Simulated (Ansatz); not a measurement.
MnO$_{2}$. A set of calculations on one system.

Space group P6_3/mmc; not relaxed (largest force 0.5 eV/Å); the calculation finds a residual pressure of about 8 GPa at this fixed cell; spin-polarised. Net moment 6.0 μB in the 6-atom cell of the calculation; other magnetic orders weren't tried. Effective Hubbard U: 3.9 eV on Mn d. The cell comes from a database of computed structures, not from a measurement.

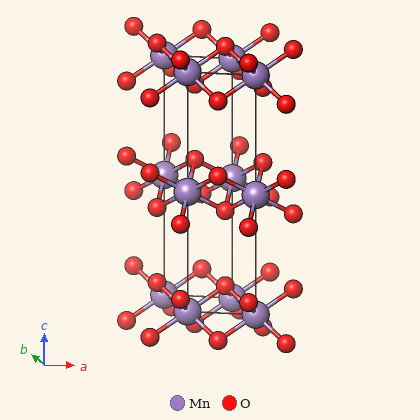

The conventional cell.

Input

```
crystal:
  lattice:
    - [2.8549554371, 0.0, 0.0]
    - [-1.4274777185, 2.4724639352, 0.0]
    - [0.0, 0.0, 10.2217427273]
  atoms:
    - { symbol: Mn, position: [0.0, 0.0, 0.0], spin: 4.0 }
    - { symbol: Mn, position: [0.0, 0.0, 0.5], spin: 4.0 }
    - { symbol: O, position: [0.33333333, 0.66666667, 0.90685645] }
    - { symbol: O, position: [0.33333333, 0.66666667, 0.59314355] }
    - { symbol: O, position: [0.66666667, 0.33333333, 0.09314355] }
    - { symbol: O, position: [0.66666667, 0.33333333, 0.40685645] }
magnetization:
  spin_polarized: true
basis:
  ecutwfc: 420
  fft_grid_basis: typed
kpoints:
  mp_grid: { grid: [12, 12, 4] }
hamiltonian:
  xc: pbe
  hubbard: { sites: [{ species: Mn, l: d, u_eff: 3.9 }] }
scf:
  occupations: { method: gaussian, width: 0.05 }
output:
  forces: true
  stress: true
  eigenvalues: true
  bader: true
  write_density: true
  volumetric_format: npy
  populations: true
  elf: true
```

Command:

```sh
ansatz run input.yaml --threads 2 --pin off --max-ram 4096MiB --backend cpu --events-out ev --progress --plain --runs-dir out
```

The picture shows the conventional cell (a = 2.85 Å, b = 2.85 Å, c = 10.22 Å, α = 90.00°, β = 90.00°, γ = 120.00°).

Method: DFT PBE+U, scalar-relativistic, plane waves, PAW in Ansatz.

Core electrons are frozen (PAW), so the maps are meaningful between the atoms, not at the nuclei.

### 1. Bonding charge

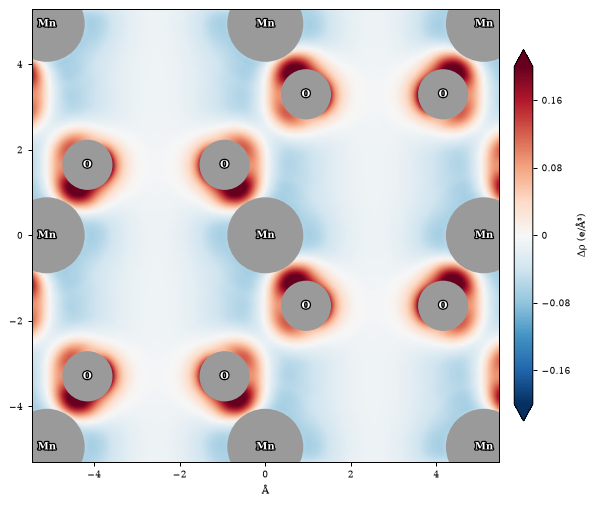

Density of the crystal less the sum of free-atom densities: a map on the (110) plane of the conventional cell, with grey discs over the atomic cores. Cores are masked to 0.9 Å (Mn) and 0.6 Å (O).

> What does the deformation density say about the bonding?

Mn–O (1.90 Å): Δρ is +0.11 e/Å³ at the midpoint (close to a masked core, so read it with care).
Mn–Mn (2.85 Å): Δρ is −0.015 e/Å³ at the midpoint (this contact isn't in the plane drawn).
Over the whole cell, outside the masked cores, the largest gain lies at the edge of the masked core of O, and the largest loss, 0.07 e/Å³, lies 1.0 Å from a manganese nucleus and 1.5 Å from an oxygen one.
In all about 0.24 e an atom is rearranged against the free atoms.
Bader charges: Mn +1.91 and O −0.96 e.

### 2. One group of states

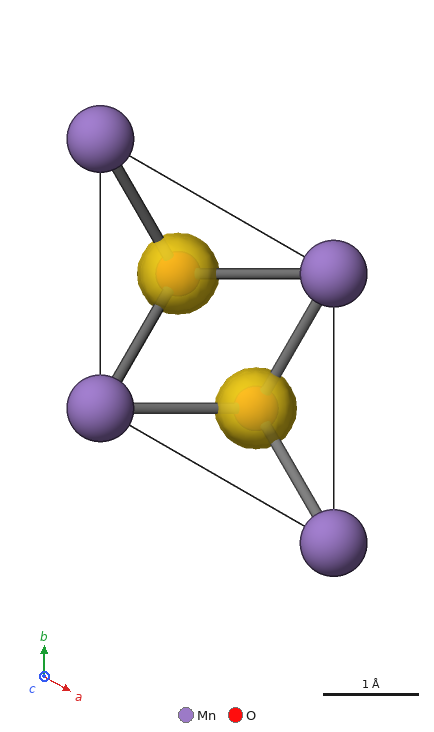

Density of the Kohn–Sham states from −0.6 to 0.0 eV about the valence-band maximum (the top of the valence band), scaled to one electron a cell: yellow surface at 0.1 1/Å³, in the conventional cell seen along the c axis.

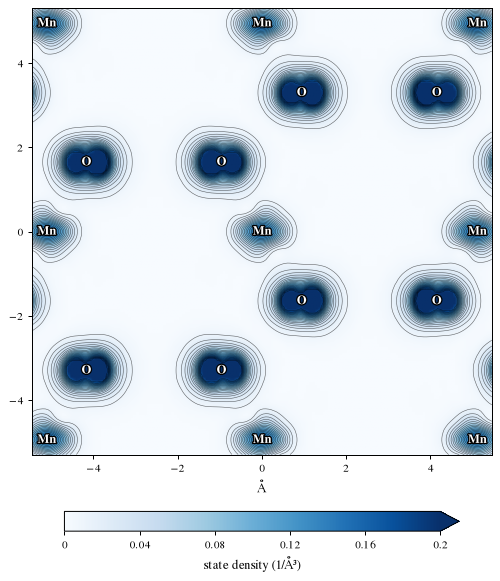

Second picture: a map on the (110) plane of the conventional cell.

> Which atoms and orbitals make up these states?

Löwdin projections on the PAW files' atomic orbitals give O 2p (90 %) and Mn 3d (10 %). In space (atomic cells sized by Bader volumes) the density divides as O about 85 % and Mn about 15 %. It nearly vanishes midway along the shortest Mn–Mn contact. Its net spin polarisation is +61 % (up less down).

### 3. Another level of theory

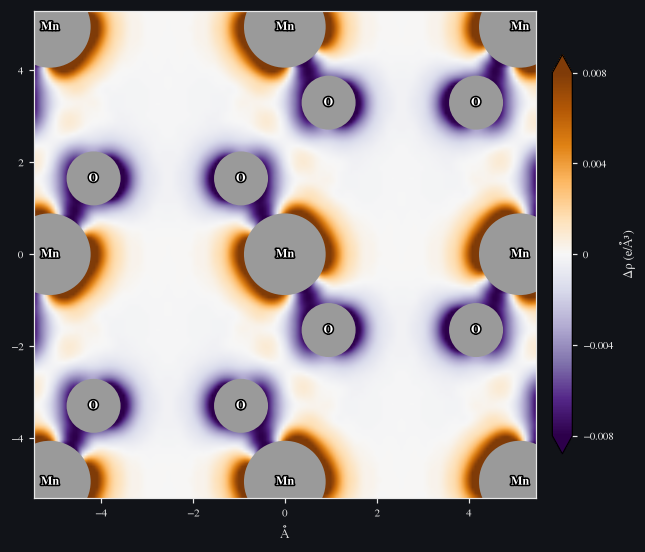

MnO$_{2}$: difference of two self-consistent densities at the same geometry, ρ(PBE) − ρ(PBE+U), on the (110) plane of the conventional cell. Grey discs cover the cores, where the PAW densities can't be compared. Cores are masked to 0.9 Å (Mn) and 0.6 Å (O).

Both runs: Ansatz, scalar-relativistic, plane waves and PAW, same cutoff, k-points and PAW files (made with PBE). Effective U: 3.9 eV on Mn d.

> How does the change of level move the electrons?

Against PBE+U, and outside the masked cores, the largest gain lies at the edge of the masked core of Mn, and the largest loss lies at the edge of the masked core of O.
- Bader charges are Mn +1.91 and O −0.96 e with PBE+U and Mn +1.86 and O −0.93 e with PBE.
- At this volume the pressure is 8 GPa with PBE+U and 4 GPa with PBE.
- The gap on the mesh is 2.06 eV with PBE+U and 0.92 eV with PBE.
- The integrated |spin density| goes from 6.9 to 6.1 μB in the cell of the calculation, and part of the map comes from this change.

### 4. Putting it together

Charge passes from Mn (Pauling electronegativity 1.55) to O (3.44), the direction that the scale predicts; the Bader charges fall short of whole formal charges, as they usually do.

Run times: 35 s (base cell), 12 s (state densities) and 31 s (PBE), on 2 threads of Arm Neoverse V2, with other jobs on the host.
